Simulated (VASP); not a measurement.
**Geometry relaxation, with input and output: GaN (part 2 of 2)**

GaN (2 atoms in the cell); Kohn-Sham DFT of a periodic cell, PBEsol, VASP PAW PBE potentials, recommended, no spin polarisation (VASP 6.6.1); cutoff 600 eV, 14×14×14 k-mesh, Gaussian smearing of 0.03 eV. The structure was built on a prototype by a generator; it need not be a known phase.

Geometry of the input (Å; fractional positions):
```
0.0000  2.2535  2.2535
2.2535  0.0000  2.2535
2.2535  2.2535  0.0000
Ga 0.0000  0.0000  0.0000
N  0.2500  0.2500  0.2500
```

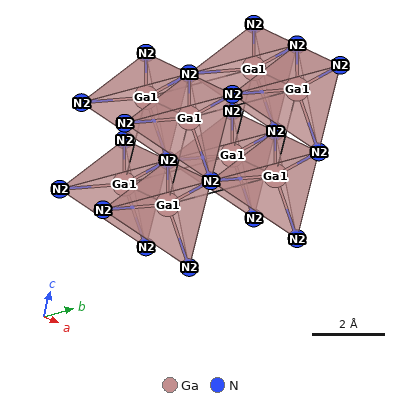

Figure 1. The geometry at step 2 of the log (polyhedral view of the cell of the calculation, seen slightly off an axis; polyhedra are completed across the faces of the cell; atoms are numbered from 1 in the order of the input).

## Parts of OUTCAR, continued
```
 -----------------------------------------------------------------------------
  energy-cutoff  :      600.00
  volume of cell :       22.89
      direct lattice vectors                 reciprocal lattice vectors
     0.000000000  2.253500610  2.253500610    -0.221877020  0.221877020  0.221877020
     2.253500610  0.000000000  2.253500610     0.221877020 -0.221877020  0.221877020
     2.253500610  2.253500610  0.000000000     0.221877020  0.221877020 -0.221877020

 POSITION                                       TOTAL-FORCE (eV/Angst)
 -----------------------------------------------------------------------------------
      0.00000      0.00000      0.00000        -0.000000     -0.000000     -0.000000
      1.12675      1.12675      1.12675         0.000000      0.000000      0.000000
 -----------------------------------------------------------------------------------
    total drift:                                0.000000      0.000000      0.000000

  FREE ENERGIE OF THE ION-ELECTRON SYSTEM (eV)
  ---------------------------------------------------
  free  energy   TOTEN  =       -13.1238029661 eV

  energy  without entropy=      -13.1238029661  energy(sigma->0) =      -13.12380297

--------------------------------------- Ionic step        2  -------------------------------------------

 number of electron      18.0000003 magnetization

------------------------ aborting loop because EDIFF is reached ----------------------------------------

  FORCE on cell =-STRESS in cart. coord.  units (eV):
  Direction    XX          YY          ZZ          XY          YZ          ZX
  --------------------------------------------------------------------------------------
  -------------------------------------------------------------------------------------
  Total        0.2465073      0.2465073      0.2465073     -0.0000000      0.0000000     -0.0000000
  in kB       17.5266151     17.5266151     17.5266151     -0.0000000      0.0000000     -0.0000000
  external PRESSURE =      17.5266151 kB  Pullay stress =       0.0000000 kB

 VOLUME and BASIS-vectors are now :
 -----------------------------------------------------------------------------
  energy-cutoff  :      600.00
  volume of cell :       22.53
      direct lattice vectors                 reciprocal lattice vectors
     0.000000000  2.241837412  2.241837412    -0.223031339  0.223031339  0.223031339
     2.241837412  0.000000000  2.241837412     0.223031339 -0.223031339  0.223031339
     2.241837412  2.241837412  0.000000000     0.223031339  0.223031339 -0.223031339

 POSITION                                       TOTAL-FORCE (eV/Angst)
 -----------------------------------------------------------------------------------
      4.48367      4.48367      4.48367        -0.000000     -0.000000     -0.000000
      1.12092      1.12092      1.12092         0.000000      0.000000      0.000000
 -----------------------------------------------------------------------------------
    total drift:                                0.000000      0.000000      0.000000

  FREE ENERGIE OF THE ION-ELECTRON SYSTEM (eV)
  ---------------------------------------------------
  free  energy   TOTEN  =       -13.1238723700 eV

  energy  without entropy=      -13.1238723700  energy(sigma->0) =      -13.12387237

--------------------------------------- Ionic step        3  -------------------------------------------

 number of electron      18.0000004 magnetization

------------------------ aborting loop because EDIFF is reached ----------------------------------------

  FORCE on cell =-STRESS in cart. coord.  units (eV):
  Direction    XX          YY          ZZ          XY          YZ          ZX
  --------------------------------------------------------------------------------------
  -------------------------------------------------------------------------------------
  Total       -0.0223753     -0.0223753     -0.0223753     -0.0000000      0.0000000      0.0000000
  in kB       -1.5793028     -1.5793028     -1.5793028     -0.0000000      0.0000000      0.0000000
  external PRESSURE =      -1.5793028 kB  Pullay stress =       0.0000000 kB

 VOLUME and BASIS-vectors are now :
 -----------------------------------------------------------------------------
  energy-cutoff  :      600.00
  volume of cell :       22.70
      direct lattice vectors                 reciprocal lattice vectors
     0.000000000  2.247300500  2.247300500    -0.222489160  0.222489160  0.222489160
     2.247300500  0.000000000  2.247300500     0.222489160 -0.222489160  0.222489160
     2.247300500  2.247300500  0.000000000     0.222489160  0.222489160 -0.222489160

 POSITION                                       TOTAL-FORCE (eV/Angst)
 -----------------------------------------------------------------------------------
      0.00000      0.00000      0.00000        -0.000000     -0.000000     -0.000000
      1.12365      1.12365      1.12365         0.000000      0.000000      0.000000
 -----------------------------------------------------------------------------------
    total drift:                                0.000000      0.000000      0.000000

  FREE ENERGIE OF THE ION-ELECTRON SYSTEM (eV)
  ---------------------------------------------------
  free  energy   TOTEN  =       -13.1246438354 eV

  energy  without entropy=      -13.1246438354  energy(sigma->0) =      -13.12464384

--------------------------------------- Ionic step        4  -------------------------------------------

 number of electron      18.0000004 magnetization

------------------------ aborting loop because EDIFF is reached ----------------------------------------

  FORCE on cell =-STRESS in cart. coord.  units (eV):
  Direction    XX          YY          ZZ          XY          YZ          ZX
  --------------------------------------------------------------------------------------
  -------------------------------------------------------------------------------------
  Total        0.0267012      0.0267012      0.0267012     -0.0000000     -0.0000000     -0.0000000
  in kB        1.8857833      1.8857833      1.8857833     -0.0000000     -0.0000000     -0.0000000
  external PRESSURE =       1.8857833 kB  Pullay stress =       0.0000000 kB

 VOLUME and BASIS-vectors are now :
 -----------------------------------------------------------------------------
  energy-cutoff  :      600.00
  volume of cell :       22.69
      direct lattice vectors                 reciprocal lattice vectors
     0.000000000  2.246845885  2.246845885    -0.222534177  0.222534177  0.222534177
     2.246845885  0.000000000  2.246845885     0.222534177 -0.222534177  0.222534177
     2.246845885  2.246845885  0.000000000     0.222534177  0.222534177 -0.222534177

 POSITION                                       TOTAL-FORCE (eV/Angst)
 -----------------------------------------------------------------------------------
      4.49369      4.49369      4.49369        -0.000000     -0.000000     -0.000000
      1.12342      1.12342      1.12342         0.000000      0.000000      0.000000
 -----------------------------------------------------------------------------------
    total drift:                                0.000000      0.000000      0.000000

  FREE ENERGIE OF THE ION-ELECTRON SYSTEM (eV)
  ---------------------------------------------------
  free  energy   TOTEN  =       -13.1246340828 eV

  energy  without entropy=      -13.1246340828  energy(sigma->0) =      -13.12463408

--------------------------------------- Ionic step        5  -------------------------------------------

 number of electron      18.0000004 magnetization

 Free energy of the ion-electron system (eV)
  ---------------------------------------------------
  ext. energy  EPLUGINS =         0.00000000
  ---------------------------------------------------
  free energy    TOTEN  =       -13.12464052 eV

  energy without entropy =      -13.12464052  energy(sigma->0) =      -13.12464052

 E-fermi :   5.4394     XC(G=0): -11.9480     alpha+bet :-13.4937

 val. band max:        5.2426118324   @ k =   0.0000   0.0000   0.0000
 cond. band min:       6.9803946824   @ k =   0.0000   0.0000   0.0000
 fundamental gap:      1.7377828499
 Fermi energy:         5.4394118949

 k-point     1 :       0.0000    0.0000    0.0000
  band No.  band energies     occupation
      1     -10.7638      2.00000
      2      -8.1687      2.00000
      3      -8.1687      2.00000
      4      -8.1687      2.00000
      5      -7.8347      2.00000
      6      -7.8347      2.00000
      7       5.2426      2.00000
      8       5.2426      2.00000
      9       5.2426      2.00000
     10       6.9804      0.00000
     11      15.4989      0.00000
     12      15.4989      0.00000
     13      15.4989      0.00000

 k-point     2 :       0.0714    0.0000    0.0000
  band No.  band energies     occupation
      1     -10.7042      2.00000
      2      -8.1612      2.00000
      3      -8.1612      2.00000
      4      -8.1508      2.00000
      5      -7.8355      2.00000
      6      -7.8355      2.00000
      7       4.5903      2.00000
      8       5.1855      2.00000
      9       5.1855      2.00000
     10       7.5045      0.00000
     11      15.2170      0.00000
     12      15.5895      0.00000
     13      15.5895      0.00000

 k-point     3 :       0.1429    0.0000    0.0000
  band No.  band energies     occupation
      1     -10.5388      2.00000
      2      -8.1415      2.00000
      3      -8.1415      2.00000
      4      -8.0852      2.00000
      5      -7.8366      2.00000
      6      -7.8366      2.00000
      7       3.3813      2.00000
      8       5.0310      2.00000
      9       5.0310      2.00000
     10       8.3276      0.00000
     11      14.6356      0.00000
     12      15.7961      0.00000
     13      15.7961      0.00000

 k-point     4 :       0.2143    0.0000    0.0000
  band No.  band energies     occupation
      1     -10.3094      2.00000
      2      -8.1168      2.00000
      3      -8.1168      2.00000
      4      -7.9356      2.00000
      5      -7.8339      2.00000
      6      -7.8339      2.00000
      7       2.0296      2.00000
      8       4.8208      2.00000
      9       4.8208      2.00000
     10       9.0335      0.00000
     11      14.1309      0.00000
     12      15.9528      0.00000
     13      15.9528      0.00000

 k-point     5 :       0.2857    0.0000    0.0000
  band No.  band energies     occupation
      1     -10.0816      2.00000
      2      -8.0957      2.00000
      3      -8.0957      2.00000
      4      -7.8239      2.00000
      5      -7.8239      2.00000
      6      -7.6555      2.00000
      7       0.6656      2.00000
      8       4.6028      2.00000
      9       4.6028      2.00000
     10       9.5130      0.00000
     11      13.8719      0.00000
     12      15.9290      0.00000
     13      15.9290      0.00000

 [... the levels of 18 k-points are left out ...]

 k-point    24 :       0.2857    0.1429    0.0000
  band No.  band energies     occupation
      1     -10.0938      2.00000
      2      -8.0859      2.00000
      3      -8.0607      2.00000
      4      -7.9328      2.00000
      5      -7.8031      2.00000
      6      -7.6985      2.00000
      7       1.5094      2.00000
      8       4.0949      2.00000
      9       4.1303      2.00000
     10       9.8856      0.00000
     11      13.2998      0.00000
     12      15.6585      0.00000
     13      16.6009      0.00000

 [... further k-points ...]

------------------------ aborting loop because EDIFF is reached ----------------------------------------

  FORCE on cell =-STRESS in cart. coord.  units (eV):
  Direction    XX          YY          ZZ          XY          YZ          ZX
  --------------------------------------------------------------------------------------
  -------------------------------------------------------------------------------------
  Total        0.0127431      0.0127431      0.0127431     -0.0000000     -0.0000000      0.0000000
  in kB        0.8996899      0.8996899      0.8996899     -0.0000000     -0.0000000      0.0000000
  external PRESSURE =       0.8996899 kB  Pullay stress =       0.0000000 kB

 VOLUME and BASIS-vectors are now :
 -----------------------------------------------------------------------------
  energy-cutoff  :      600.00
  volume of cell :       22.69
      direct lattice vectors                 reciprocal lattice vectors
     0.000000000  2.247093229  2.247093229    -0.222509682  0.222509682  0.222509682
     2.247093229  0.000000000  2.247093229     0.222509682 -0.222509682  0.222509682
     2.247093229  2.247093229  0.000000000     0.222509682  0.222509682 -0.222509682

 POSITION                                       TOTAL-FORCE (eV/Angst)
 -----------------------------------------------------------------------------------
      0.00000      0.00000      0.00000        -0.000000     -0.000000     -0.000000
      1.12355      1.12355      1.12355         0.000000      0.000000      0.000000
 -----------------------------------------------------------------------------------
    total drift:                                0.000000      0.000000      0.000000

  FREE ENERGIE OF THE ION-ELECTRON SYSTEM (eV)
  ---------------------------------------------------
  free  energy   TOTEN  =       -13.1246405217 eV

  energy  without entropy=      -13.1246405217  energy(sigma->0) =      -13.12464052

 reached required accuracy - stopping structural energy minimisation
```

## CONTCAR
```
GaN
   1.00000000000000
     0.0000000000000000    2.2470932288194954    2.2470932288194954
     2.2470932288194954    0.0000000000000000    2.2470932288194954
     2.2470932288194954    2.2470932288194954    0.0000000000000000
  Ga              N
     1     1
Direct
     0.0000000000000000    0.0000000000000000    0.0000000000000000
     0.2500000000000000    0.2500000000000000    0.2500000000000000

  0.00000000E+00  0.00000000E+00  0.00000000E+00
  0.00000000E+00  0.00000000E+00  0.00000000E+00
```

## Trajectory as extended XYZ (Å, eV, eV/Å), 5 frames, from step=0 to step=4
```
2
Lattice="0.0000 2.2535 2.2535 2.2535 0.0000 2.2535 2.2535 2.2535 0.0000" Properties=species:S:1:pos:R:3:forces:R:3 step=0 energy=-13.12380
Ga    0.0000    0.0000    0.0000    0.0000   0.0000   0.0000
N     1.1267    1.1267    1.1267    0.0000   0.0000   0.0000
2
Lattice="0.0000 2.2418 2.2418 2.2418 0.0000 2.2418 2.2418 2.2418 0.0000" Properties=species:S:1:pos:R:3:forces:R:3 step=1 energy=-13.12387
Ga    4.4837    4.4837    4.4837    0.0000   0.0000   0.0000
N     1.1209    1.1209    1.1209    0.0000   0.0000   0.0000
2
Lattice="0.0000 2.2473 2.2473 2.2473 0.0000 2.2473 2.2473 2.2473 0.0000" Properties=species:S:1:pos:R:3:forces:R:3 step=2 energy=-13.12464
Ga    0.0000    0.0000    0.0000    0.0000   0.0000   0.0000
N     1.1237    1.1237    1.1237    0.0000   0.0000   0.0000
2
Lattice="0.0000 2.2468 2.2468 2.2468 0.0000 2.2468 2.2468 2.2468 0.0000" Properties=species:S:1:pos:R:3:forces:R:3 step=3 energy=-13.12463
Ga    4.4937    4.4937    4.4937    0.0000   0.0000   0.0000
N     1.1234    1.1234    1.1234    0.0000   0.0000   0.0000
2
Lattice="0.0000 2.2471 2.2471 2.2471 0.0000 2.2471 2.2471 2.2471 0.0000" Properties=species:S:1:pos:R:3:forces:R:3 step=4 energy=-13.12464
Ga    0.0000    0.0000    0.0000    0.0000   0.0000   0.0000
N     1.1235    1.1235    1.1235    0.0000   0.0000   0.0000
```

## Summary

| quantity | value |
| --- | --- |
| outcome | converged |
| space group (tolerance 0.01 Å) | F-43m (216) |
| electrons treated | 18 |
| free energy | −13.1246 eV |
| Fermi energy | 5.439 eV |
| gap on the k-point mesh | 1.74 eV |
| pressure | 0.09 GPa |
| final volume | 22.69 Å³ |
| largest force (length of the vector) at the end | under 0.001 eV/Å |
| final cell | a = 3.178 Å, b = 3.178 Å, c = 3.178 Å, α = 60.00°, β = 60.00°, γ = 60.00° |
| hardware | 8 threads of Intel Xeon @ 2.50GHz (Skylake/Cascade Lake), 128 GiB of memory available, shared host |
| wall time | 31 s (CPU time 3.5 min) |
| peak memory | 0.21 GiB |
